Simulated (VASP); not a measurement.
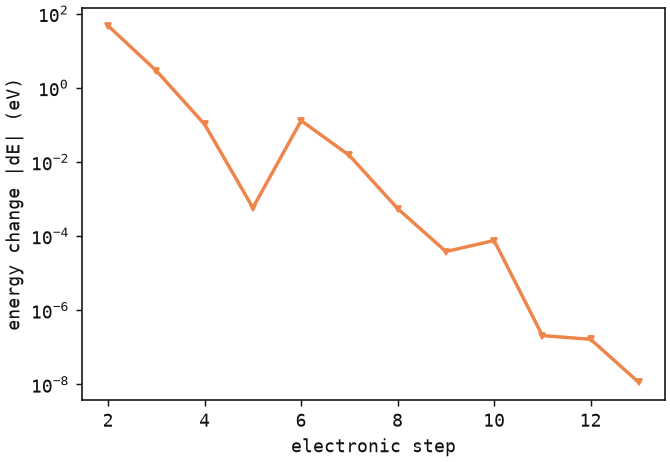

The plot shows the electronic steps of a calculation: energy change |dE|.

LiCl (2 atoms in the cell), run with VASP.

INCAR
```
ENCUT = 520.000000
SIGMA = 0.010000
EDIFF = 1.00e-07
GGA = CA
PREC = Accurate
IBRION = -1
ISIF = 2
ISMEAR = 0
NBANDS = 12
NSW = 0
LASPH = .TRUE.
LCHARG = .FALSE.
LWAVE = .FALSE.
LREAL = .FALSE.
NELM = 51
LDAU = .TRUE.
LDAUTYPE = 2
LDAUL = 2 2 2
LDAUU = 4 4 4
```

KPOINTS
```
KPOINTS created by Atomic Simulation Environment
0
Gamma
8 8 8
0 0 0
```

POSCAR
```
Li Cl
 1.0000000000000000
    -0.0000000000000000    2.7330425338988040    2.7330425338988040
     2.7330425338988040   -0.0000000000000000    2.7330425338988040
     2.7330425338988040    2.7330425338988040    0.0000000000000000
 Li  Cl
   1   1
Cartesian
  0.0000000000000000  0.0000000000000000  0.0000000000000000
  1.3665212669494020  1.3665212669494020  1.3665212669494020
```

Q: Did the calculation converge?

A: It converged, after 13 steps. The energy change comes down, with one marked jump up, by a factor of about 200, at step 6. The jump at step 6 comes where the charge density, held fixed for the first 5 steps, starts to be updated.

Q: Is anything amiss with this input?

A: The input holds a fault (wrong count of Hubbard values). The SCF closed all the same, which doesn't make the results meaningful for the real system.
